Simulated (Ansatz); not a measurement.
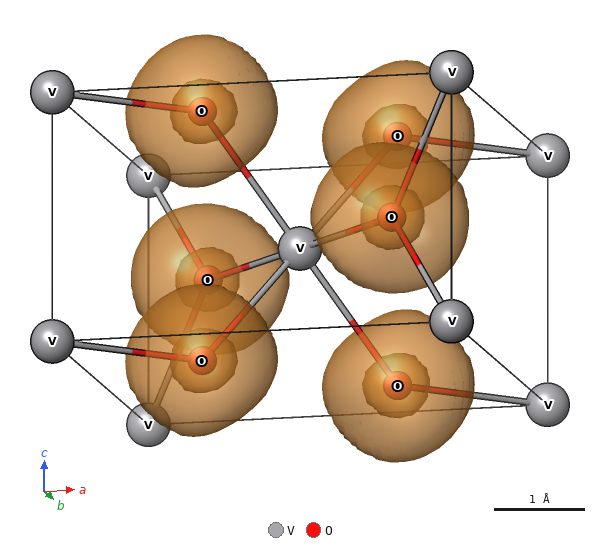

*VO2. Isosurface of the ELF at 0.7 (orange), seen at an oblique angle. Only the valence region is drawn (cores and ρ < 0.01 e/Å³ removed). Sticks mark near contacts.*

Space group P4₂/mnm; started from the VO2 prototype; changed on purpose from its base cell (volume × 1.040); computed pressure about −8 GPa in this cell; spin-polarised.

These are results of Ansatz, DFT r2SCAN, scalar-relativistic, plane waves, PAW, not measurements.

In a PAW calculation such maps are meaningful between the atoms, not at the nuclei.

Question: Describe the localisation domains.

Answer: The ELF exceeds this value in four regions wrapped around O (the valence shell of each), counted in one cell of 6 atoms. Regions shared between cells count once. Along the contacts the grid gives the following. V–O (1.92 Å): the ELF peaks at about 0.80 in the valence shell of O, 0.6 Å from its nucleus, and is about 0.20 at the midpoint; no localised pair shows between them. V–O (1.97 Å): the ELF peaks at about 0.85 in the valence shell of O, 0.6 Å from its nucleus, and is about 0.15 at the midpoint: no localised pair shows between them.
